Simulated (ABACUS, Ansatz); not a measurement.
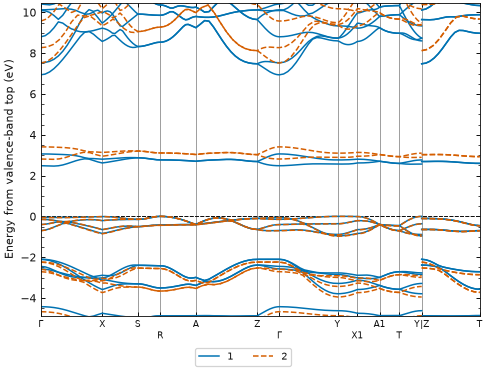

Band structures of Cl, space group Cmce (No. 64), 4 atoms in the primitive cell (a = 3.87 Å, b = 3.87 Å, c = 8.21 Å, α = 90.00°, β = 90.00°, γ = 71.16°), by two methods on the same cell. Each is counted from its own valence-band top.

Q: Which curve is which? The methods: BLYP (Ansatz), r2SCAN (ABACUS).

A: 1 is BLYP (Ansatz); 2 is r2SCAN (ABACUS). BLYP (Ansatz) gives a gap of 2.46 eV along the path and r2SCAN (ABACUS) gives a gap of 2.79 eV along the path.

Settings. BLYP (Ansatz): Ansatz PAW, no spin polarisation, no spin-orbit coupling, 7×7×4 k mesh, 420 eV cutoff, Fermi-Dirac smearing of 0.05 eV (Ansatz 0.2.0). r2SCAN (ABACUS): SG15 ONCV 1.2 PBE, no spin polarisation, no spin-orbit coupling, 939 eV cutoff, Fermi-Dirac smearing of 0.05 eV (ABACUS).

In reduced coordinates of the cell that was run, X is (0.378, −0.378, 0), S is (0, −0.5, 0), R is (0, −0.5, −0.5), A is (0.378, −0.378, −0.5), Z is (0, 0, −0.5), Y is (−0.5, −0.5, 0), X1 is (−0.378, −0.622, 0), A1 is (−0.378, −0.622, −0.5) and T is (−0.5, −0.5, −0.5). Bands are joined in order of energy. The two runs differ in program as well. LDA, GGA and most meta-GGA functionals understate gaps. BLYP (Ansatz): the PAW data sets were made with another functional. r2SCAN (ABACUS): the density is read from an earlier self-consistent run, whose mesh may be coarse. r2SCAN (ABACUS): the potentials were made for another functional.
